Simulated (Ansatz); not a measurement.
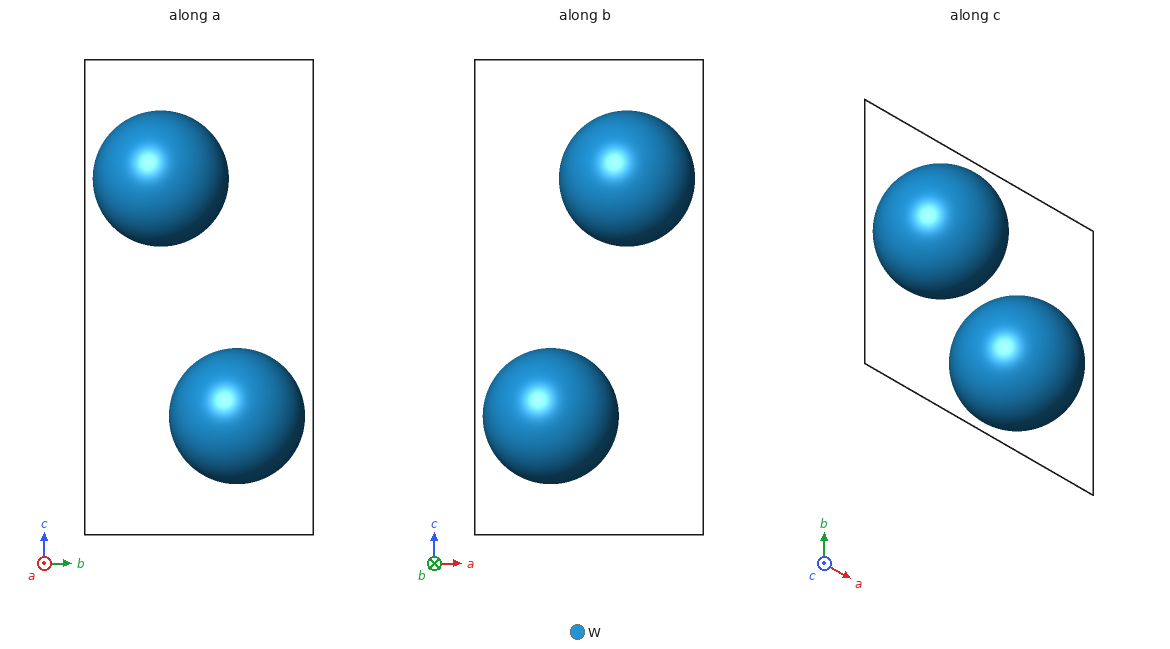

Spheres-only drawing of the structure, looking along the a axis, along the b axis and along the c axis. The conventional unit cell is outlined; an atom on or near a face, edge or corner is repeated at each equivalent position.

Lattice parameters: a = 2.755 Å, b = 2.755 Å, c = 4.960 Å, α = 90.00°, β = 90.00°, γ = 120.00°. Put a along x and b in the xy plane.

Give the structure in the form of a POSCAR file.

Answer.
```
W
1.0
     2.755    0.000    0.000
    -1.378    2.386    0.000
     0.000    0.000    4.960
W
2
Direct
  0.3333 0.6667 0.2500
  0.6667 0.3333 0.7500
```

The cell started as a textbook structure type filled with this element (whether it is the usual form wasn't checked). The picture shows the end point of a geometry optimisation with DFT r2SCAN, scalar-relativistic, plane waves, PAW (Ansatz 0.2.0).
